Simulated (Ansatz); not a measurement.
## Run report: CdTe, band-structure calculation

The run: band-structure calculation of CdTe (F-43m, 2 atoms in the cell). Method and program: DFT, PBE, PAW with Ansatz's default frozen-core files, scalar-relativistic, no spin polarisation (Ansatz 0.2.0).

It belongs to a series of runs on one base structure; here: volume scaled by 0.8, PAW files. Figures and captions count atoms from 1; the log counts them from 0 in places.

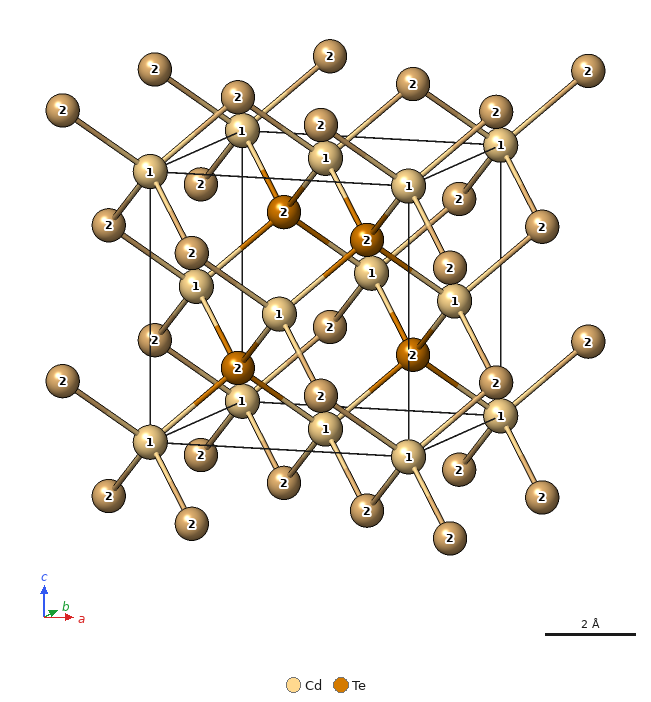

Figure 1. The structure as given in the input (ball-and-stick view of the cell 4 times as large as that of the calculation, set on its symmetry axes, seen slightly off an axis; neighbours outside the cell are drawn fainter; atoms are numbered from 1 in the order of the input). Near neighbours in the crystal (not all of them lie inside the picture): Cd has 4 Te at 2.64 Å; Te has 4 Cd at 2.64 Å.

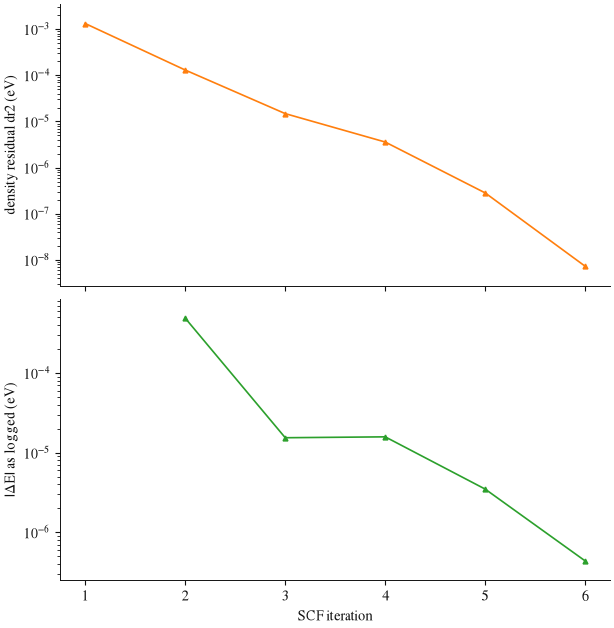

Figure 2. Convergence of the self-consistent field: density residual dr2 and size of the energy change against the SCF iteration. The residual falls at every step.

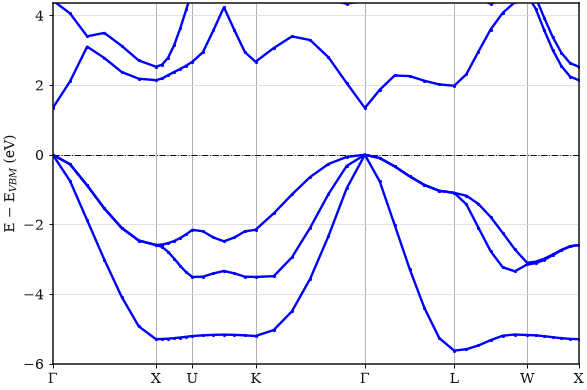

Figure 3. Band structure along Γ–X–U–K–Γ–L–W–X, with energies from the valence-band top. There is a gap of 1.34 eV on this path, direct, at Γ.

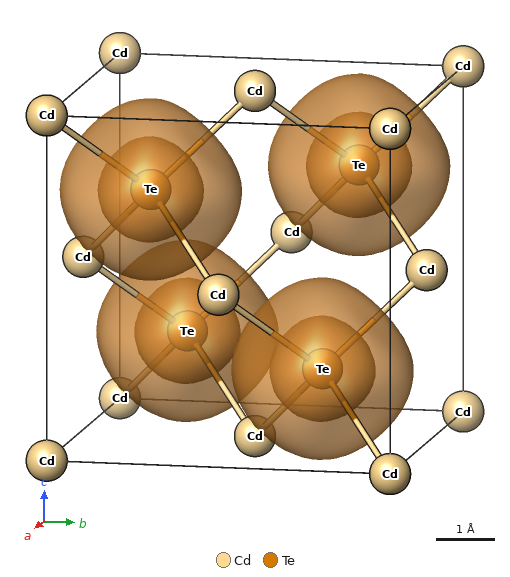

Figure 4. Isosurface of the ELF at 0.5 (orange), seen slightly off an axis. Core shells and regions of very low density are left out. Sticks mark near contacts. The outline is the cell set on symmetry axes. Values along the shortest contacts: Cd–Te (2.64 Å): the ELF is about 0.45 at the midpoint. Core electrons are frozen (PAW), so the fields are smoothed inside the atomic spheres.

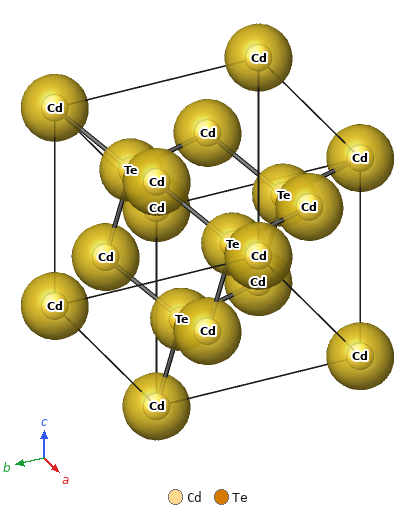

Figure 5. Isosurface of the valence pseudo-density at 1 e/Å³ (yellow), seen at an oblique angle. Sticks mark near contacts. The outline is the cell set on symmetry axes. At this value the density breaks into separate islands; it holds about 75 % of the electrons treated as valence (semicore included). It is pinched off along the Cd–Te (2.64 Å) contacts. On the grid the lowest density along these lines, outside the cores, is 0.44 e/Å³ (Cd–Te, 2.64 Å).

The input that produced these results follows, with the program's output.

### Input file
```yaml
crystal:
  lattice:
    - [0.0, 3.0468443266, 3.0468443266]
    - [3.0468443266, 0.0, 3.0468443266]
    - [3.0468443266, 3.0468443266, 0.0]
  atoms:
    - { symbol: Cd, position: [0.0, 0.0, 0.0] }
    - { symbol: Te, position: [0.75, 0.75, 0.75] }
kpoints:
  mp_grid: { grid: [8, 8, 8] }
  band_path:
    path:
      - [0.0, 0.0, 0.0]
      - [-0.5, -0.5, 0.0]
      - [-0.375, -0.375, 0.25]
      - [-0.375, 0.0, 0.375]
      - [0.0, 0.0, 0.0]
      - [0.0, 0.0, 0.5]
      - [-0.5, -0.25, 0.25]
      - [-0.5, -0.5, 0.0]
    npoints: 6
scf:
  occupations: { method: fermi_dirac, width: 0.03 }
hamiltonian:
  xc: pbe
  pseudopotentials: { kind: paw }
output:
  forces: true
  stress: true
  eigenvalues: true
  populations: true
  write_density: true
  write_potential: true
  elf: true
  volumetric_format: npy
```

Launch command:
```bash
ansatz run input.yaml --threads 1 --pin off --max-ram 2048MiB --backend cpu --events-out ev --progress --plain --runs-dir out
```

### The program's output
```
Engine: ansatz 0.2.0, x86_64-unknown-linux-gnu
Pseudopotentials: kind: paw
Pseudopotential: Cd, paw, valence charge 20, recommended cutoff 420 eV (normal), Cd.paw.azcp
Pseudopotential: Te, paw, valence charge 16, recommended cutoff 420 eV (normal), Te.paw.azcp
Functional definition: PBE
  parameter kappa = 0.804
  parameter beta = 0.06672455060314922
  exchange = pbe_x(kappa = kappa, mu = beta*pi^2/3)
  correlation = pbe_c(beta = beta)
Crystal: 2 atoms, lattice volume = 56.569 Å³
Basis set: ecut = 420 eV, 1067 PW (Γ), exchange–correlation on 60×60×60 points (8 copies of the dense FFT grid, shifted against one another)
Bands: 22, of which v1, the nominal top of the filled ones, is band 18 counted from 1 (17 counted from 0)
Symmetry: 24 space group operations
Space group: F-43m (ITA 216), of the structure as read, at distance tolerance 3.8e-5 Å
k-points: 29 of 512 (time reversal used)
Non-local potential: Cd, projectors of the file, l = 0: 3, l = 1: 2, l = 2: 2, l = 3: 1
Non-local potential: Te, projectors of the file, l = 0: 2, l = 1: 2, l = 2: 2, l = 3: 2
PAW form: soft (Blöchl's): semilocal exchange-correlation on the pseudo side does not see the compensation charge
PAW one-centre angular grid: Cd, 590 points (default); XC on 64 Gauss nodes
PAW one-centre angular grid: Te, 590 points (default); XC on 64 Gauss nodes
Initial density: superposition of atomic densities (neutral atoms: chi_scale 0, normalization atom), corrected by the library's trained network
Initial wavefunctions: pseudopotential atomic-orbital guess
Functional: x = pbe(κ = 0.804, μ = 0.2195149727645171), c = pbe(β = 0.06672455060314922)
SCF iter   1: F=—  HF=-15234.724014 eV  |F-HF|=—  |Δ(HF+E_count)|=         —  Δρ=1.13e-3  dr2=1.32e-3  ethr=1.77e-3  ⟨swp⟩=6.2  Hψ=3060  notcnv=0
preconditioner: auto → none  [insulator: Δε(μ)=1.335 eV  Ē_g=12.275 eV  σ=0.030 eV  W_gap=1.00  n_scr=14 (ndim 8)  ℏωp=20.9 eV  f_vac=0.137  D(μ)=0.00/eV (n_scr^D=0)  ε∞_Penn≈3.9]
SCF iter   2: F=—  HF=-15234.723527 eV  |F-HF|=—  |Δ(HF+E_count)|=   4.87e-4  Δρ=5.11e-4  dr2=1.30e-4  ethr=3.65e-6  ⟨swp⟩=3.4  Hψ=1686  notcnv=0
SCF iter   3: F=—  HF=-15234.723512 eV  |F-HF|=—  |Δ(HF+E_count)|=   1.54e-5  Δρ=1.68e-4  dr2=1.48e-5  ethr=3.62e-7  ⟨swp⟩=2.0  Hψ=1131  notcnv=0
SCF iter   4: F=—  HF=-15234.723528 eV  |F-HF|=—  |Δ(HF+E_count)|=   1.58e-5  Δρ=7.31e-5  dr2=3.59e-6  ethr=4.11e-8  ⟨swp⟩=2.8  Hψ=1026  notcnv=0
SCF iter   5: F=—  HF=-15234.723531 eV  |F-HF|=—  |Δ(HF+E_count)|=   3.49e-6  Δρ=2.35e-5  dr2=2.84e-7  ethr=9.96e-9  ⟨swp⟩=2.0  Hψ=899  notcnv=0
SCF iter   6: F=-15234.723532 eV  HF=-15234.723532 eV  |F-HF|=9.24e-9  |Δ(HF+E_count)|=   4.38e-7  Δρ=3.17e-6  dr2=7.33e-9  ethr=2.78e-10  ⟨swp⟩=10.6  Hψ=4466  notcnv=0
SCF 1 converged in 6 iterations: F = -15234.723532 eV  dr2 = 7.33e-9
  greatest PAW one-centre occupation: 1.000 electrons in one spin orbital (limit 2), on the Cd atom at site 0 (counted from 0), in its partial waves of l = 0
NSCF: frozen V_eff on 43 k-points
SCF converged after 6 iterations
Free energy (F): -15234.723532 eV
Harris-Foulkes:  -15234.723532 eV  (|F-HF|=9.24e-9)
Internal energy: -15234.723532 eV  (E = F + TS)
E sigma→0 (E₀):  -15234.723532 eV
Fermi energy:    11.080336 eV
--- Per-component energies (eV) ---
  E_band       = -707.462236
  E_kinetic    = 690.415142
  E_local      = -5006.217895  (includes V_loc(G=0)·N_el)
  E_nonlocal   = -276.889945
  E_hartree    = 2566.895606
  E_xc         = -303.695277
  E_vxc        = -329.450516  (∫ρ·V_xc dr)
  E_paw        = -8745.202647  (= ΣΔE_a)
  E_vpaw       = -919.111223  (= ΣTr[D̂ρ^β])
  E_aug_tail   = -0.000194  (compensation charges beyond the density's cutoff)
  E_ewald      = -4160.028321
  E_smearing   = -0.000000  (= −TS)
  E_closure    = 0.000000  (closes the sum)
  Σ components = -15234.723532   (vs F -15234.723532, Δ=0.00e0)
--- Forces (eV/Å), atoms counted from 1 ---
  atom   1  Cd    -0.00000000    -0.00000000     0.00000000
  atom   2  Te     0.00000000    -0.00000000     0.00000000
  max |Σ_I F_I| component: 9.71e-17 eV/Å
--- Stress (GPa, compression-positive) ---
       15.712991       0.000000       0.000000
       -0.000000      15.712991       0.000000
       -0.000000       0.000000      15.712991
  P = ⅓ Tr σ = 15.7130 GPa (157.130 kbar)
--- Band table (eV; the first three rows and the last of 29) ---
  k-point 0: bands = ["-92.3379", "-53.4046", "-53.4046", "-53.4046", "-26.1483", "-26.1483", "-26.1483", "-26.1311", "-26.1311", "-2.0357", "1.2781", "1.2781", "1.2781", "1.7030", "1.7030", "10.3923", "10.3923", "10.3923", "11.7352", "14.8233", "14.8233", "14.8233"]
  k-point 1: bands = ["-92.3379", "-53.4047", "-53.4046", "-53.4046", "-26.1484", "-26.1482", "-26.1482", "-26.1311", "-26.1311", "-1.9493", "1.2964", "1.2964", "1.3295", "1.7008", "1.7008", "9.0155", "10.1893", "10.1893", "12.5293", "14.9475", "15.0990", "15.0990"]
  k-point 2: bands = ["-92.3379", "-53.4048", "-53.4047", "-53.4047", "-26.1486", "-26.1480", "-26.1480", "-26.1309", "-26.1309", "-1.7381", "1.3368", "1.3368", "1.5251", "1.7006", "1.7006", "7.1241", "9.7754", "9.7754", "12.6507", "15.4995", "15.4995", "16.1096"]
  k-point 28: bands = ["-92.3379", "-53.4049", "-53.4048", "-53.4047", "-26.1486", "-26.1484", "-26.1470", "-26.1310", "-26.1303", "-1.2671", "1.4690", "1.4897", "1.6549", "1.6910", "2.6015", "5.2171", "7.2425", "7.2914", "14.9821", "15.2569", "16.1335", "16.5653"]
--- Löwdin populations: 2 sites ---
  site symbol       q [e]
     0     Cd     18.8011
     1     Te     16.9526
  spilling = 0.006840 (of n_electrons = 36.000000)
```

### File populations.tsv
```
# site	symbol	l	j	q
# orbitals = lowdin
# n_electrons = 36.000000
# spilling = 0.006840
0	Cd	0_4S	-	1.993451
0	Cd	0_5S	-	0.837384
0	Cd	1_4P	-	5.998879
0	Cd	2_4D	-	9.971397
1	Te	0_5S	-	1.862280
1	Te	1_5P	-	5.091564
1	Te	2_4D	-	9.998796
```

### File rho_z.tsv
```
# z_ang	rho[e/angstrom^3]
# format = ansatz-planar-average/11
# lattice	0.000000000	3.046844327	3.046844327
# lattice	3.046844327	0.000000000	3.046844327
# lattice	3.046844327	3.046844327	0.000000000
# sites	2
# site	48	0.000000000	0.000000000	0.000000000
# site	52	4.570266490	4.570266490	4.570266490
0.000000	1.430889e0
0.143630	1.329741e0
0.287259	1.118477e0
0.430889	8.526125e-1
0.574518	5.932837e-1
0.718148	3.842030e-1
0.861778	2.417062e-1
1.005407	1.580381e-1
1.149037	1.145270e-1
1.292667	9.405308e-2
1.436296	8.652973e-2
1.579926	8.761480e-2
1.723555	9.524693e-2
1.867185	1.088125e-1
2.010815	1.283968e-1
2.154444	1.543063e-1
2.298074	1.932166e-1
2.441704	2.626330e-1
2.585333	3.795488e-1
2.728963	5.430310e-1
2.872592	7.291722e-1
3.016222	8.994957e-1
3.159852	1.016949e0
3.303481	1.064909e0
3.447111	1.059418e0
3.590740	1.044427e0
3.734370	1.068930e0
3.878000	1.157250e0
4.021629	1.289522e0
4.165259	1.404687e0
```

### File v_z.tsv
```
# z_ang	v_es[eV]	v_tot[eV]
# format = ansatz-planar-average/11
# xc	pbe
# density_cutoff_ev	1680
# datasets	Cd=:simpson_from_first_knot:soft	Te=:simpson_from_first_knot:soft
# lattice	0.000000000	3.046844327	3.046844327
# lattice	3.046844327	0.000000000	3.046844327
# lattice	3.046844327	3.046844327	0.000000000
# sites	2
# site	48	0.000000000	0.000000000	0.000000000
# site	52	4.570266490	4.570266490	4.570266490
0.000000	3.891885e0	-7.846660e0
0.143630	4.958401e0	-6.349198e0
0.287259	6.045519e0	-4.699281e0
0.430889	7.025126e0	-3.057860e0
0.574518	7.971916e0	-1.388542e0
0.718148	8.932499e0	3.296097e-1
0.861778	9.914947e0	2.055878e0
1.005407	1.088816e1	3.700855e0
1.149037	1.175904e1	5.086829e0
1.292667	1.240159e1	5.989548e0
1.436296	1.275422e1	6.401110e0
1.579926	1.286105e1	6.484450e0
1.723555	1.274915e1	6.240281e0
1.867185	1.237075e1	5.591235e0
2.010815	1.163366e1	4.497203e0
2.154444	1.064227e1	3.080970e0
2.298074	9.711507e0	1.662379e0
2.441704	9.118882e0	5.275606e-1
2.585333	8.979329e0	-1.921377e-1
2.728963	9.235123e0	-4.958705e-1
2.872592	9.689478e0	-5.467887e-1
3.016222	1.001074e1	-6.818780e-1
3.159852	9.840009e0	-1.267429e0
3.303481	9.031103e0	-2.463942e0
3.447111	7.699175e0	-4.136600e0
3.590740	6.125947e0	-5.962979e0
3.734370	4.644084e0	-7.593465e0
3.878000	3.543482e0	-8.728212e0
4.021629	3.021968e0	-9.178029e0
4.165259	3.162676e0	-8.867637e0
```

### Key numbers

```json
{"quantity": "outcome", "value": "converged"}
{"quantity": "space group (tolerance 0.01 Å)", "value": "F-43m (216)"}
{"quantity": "electrons treated", "value": "36"}
{"quantity": "free energy", "value": "−15234.7235 eV"}
{"quantity": "Fermi energy", "value": "11.080 eV"}
{"quantity": "gap on the k-point mesh", "value": "1.34 eV"}
{"quantity": "pressure", "value": "15.71 GPa"}
{"quantity": "largest force (length of the vector)", "value": "under 0.001 eV/Å"}
{"quantity": "hardware", "value": "1 thread of Intel Xeon (Granite Rapids), 32 GiB of memory available, shared host"}
{"quantity": "wall time", "value": "2.6 s"}
{"quantity": "peak memory", "value": "0.41 GiB"}
```

### Notes

Spin-orbit coupling is left out, which matters for Te. The cell is under a pressure of 15.7 GPa at this level, so it is not at its equilibrium volume.
